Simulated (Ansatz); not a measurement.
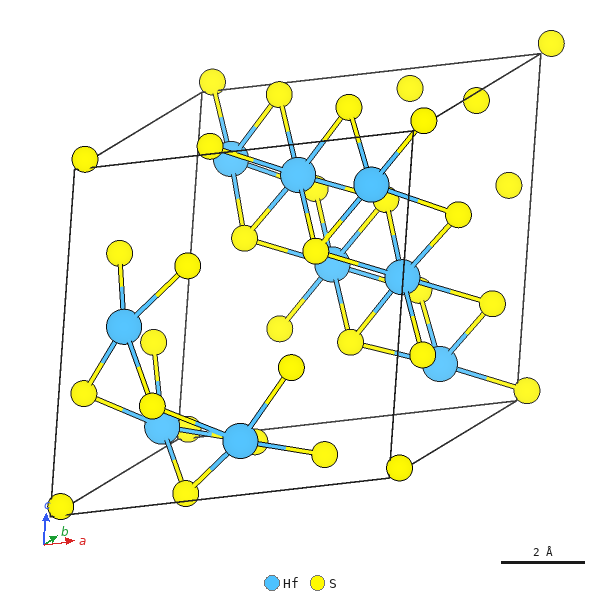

Structure drawing (ball-and-stick), viewed slightly off an axis. Lines trace the edges of the supercell. The host is HfS₂, in a cell of 27 sites, and the cell carries a charge of +1.

**Name the defect and give its surroundings.**

A sulfur vacancy. Around the empty site lie three Hf at about 2.8 Å.

The calculation used DFT PBE+D3(BJ), scalar-relativistic, plane waves, PAW (Ansatz 0.2.0), with 420 eV cutoff, k-point mesh 2×2×2, Gaussian smearing of 0.01 eV, collinear spins.

**Does the calculation give a net moment?**

Yes, 1.0 μB in the cell.

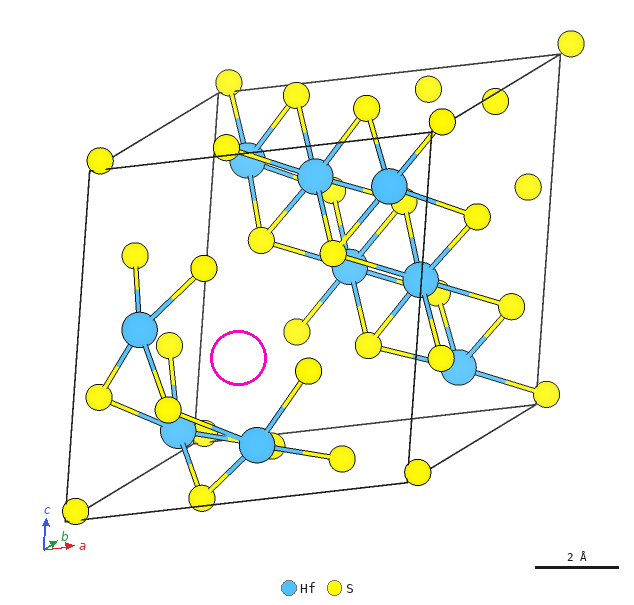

The same cell with a ring at the defect's site.

The atoms were relaxed in the host's cell with Ansatz 0.2.0, DFT PBE+D3(BJ), scalar-relativistic, plane waves, PAW.
